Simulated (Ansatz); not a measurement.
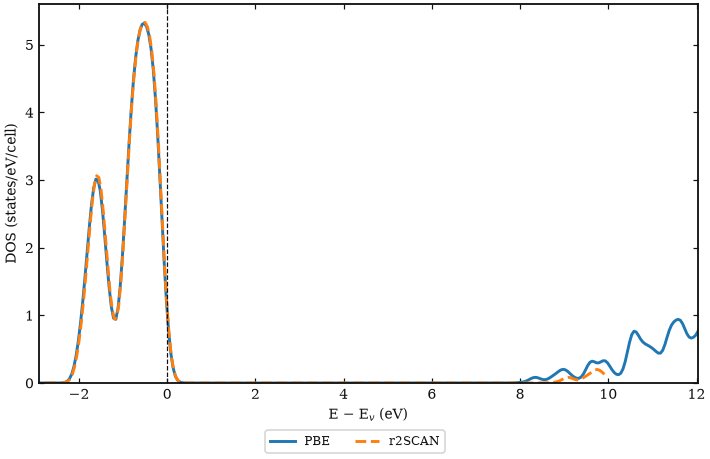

Total densities of states of LiF, space group I-4m2 (No. 119), 2 atoms in the cell, zincblende type, biaxial (xy) strain −0.9%, by two methods on the same cell. The curves are built from the levels of the k mesh with Gaussians 0.3 eV wide, which also blur the band edges. Each is counted from its own valence-band top.

How do the methods compare?

Answer. PBE gives a gap of 8.02 eV and r2SCAN gives a gap of 8.76 eV.

Settings. PBE: DFT, PBE, plane waves, PAW, no spin polarisation, 10×10×10 k mesh, 420 eV cutoff, Fermi-Dirac smearing of 0.02 eV (Ansatz). r2SCAN: DFT, r2SCAN, plane waves, PAW, no spin polarisation, 10×10×10 k mesh, 500 eV cutoff (Ansatz 0.2.0).
